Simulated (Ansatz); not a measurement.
Ga4P

```yaml
crystal:
  lattice:
    - [5.83692, 0.00000, 0.00000]
    - [0.00000, 5.83692, 0.00000]
    - [0.00000, 0.00000, 5.57644]
  atoms:
    - { symbol: Ga, position: [0.66641, 0.83359, 0.28294] }
    - { symbol: Ga, position: [0.83359, 0.33359, 0.28294] }
    - { symbol: Ga, position: [0.16641, 0.33359, 0.71706] }
    - { symbol: Ga, position: [0.83359, 0.66641, 0.71706] }
    - { symbol: Ga, position: [0.66641, 0.16641, 0.71706] }
    - { symbol: Ga, position: [0.33359, 0.83359, 0.71706] }
    - { symbol: Ga, position: [0.33359, 0.16641, 0.28294] }
    - { symbol: Ga, position: [0.16641, 0.66641, 0.28294] }
    - { symbol: P, position: [0.50000, 0.50000, 0.00000] }
    - { symbol: P, position: [0.00000, 0.00000, 0.00000] }
```

Space group P4/nbm; a structure generated by program, which may or may not match a known phase.

All numbers below come from DFT PBE, scalar-relativistic, plane waves, PAW in Ansatz.

The density is the valence pseudo-density of a PAW calculation; it isn't the true density close to the nuclei.

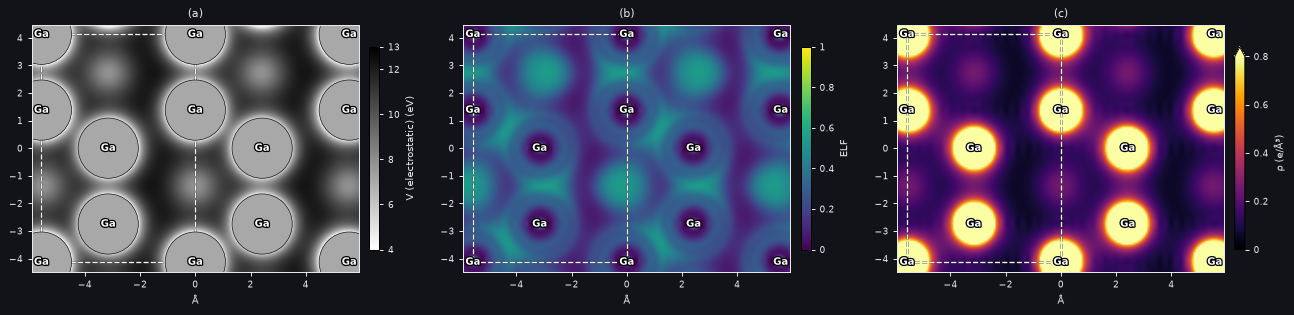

Figure 1. (a) electrostatic potential energy of an electron; (b) electron localisation function; (c) valence electron density on the (110) plane of the conventional cell. Grey discs cover the atomic cores in the potential map.

### What do the fields say about this system?

- Atoms in the plane: Ga.
- Ga–Ga (2.75 Å): ρ at the midpoint is about 0.25 e/Å³; the ELF reaches about 0.55 near the midpoint.
- Between the atoms the lowest density in this plane is 0.05 e/Å³.
- Outside the cores the potential energy rises away from the atoms and is highest about 2.1 Å from the nearest atoms; its zero is arbitrary.

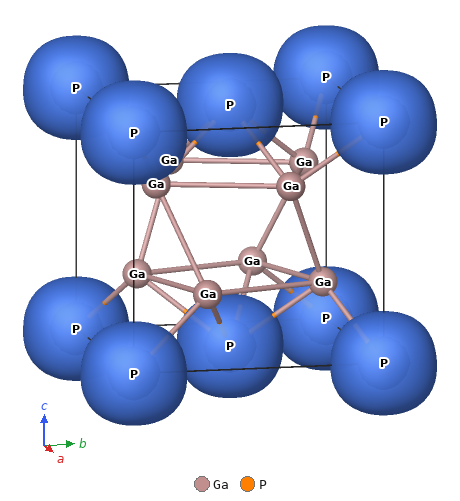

Figure 2. Isosurface of the electron localisation function at 0.6 (blue), seen slightly off an axis. Only the valence region is drawn (cores and ρ < 0.01 e/Å³ removed). Sticks mark near contacts.

### What do the ELF domains correspond to?

The surface consists of two regions wrapped around P (the valence shell of each), counted in one cell of 10 atoms. Regions shared between cells count once. Profiles from the grid: Ga–P (2.69 Å): the ELF peaks at about 0.85 in the valence shell of P, 0.8 Å from its nucleus, and is about 0.55 at the midpoint.

### Metal or insulator at this level of theory?

It is metallic or semimetallic at this level of theory: no gap opens.
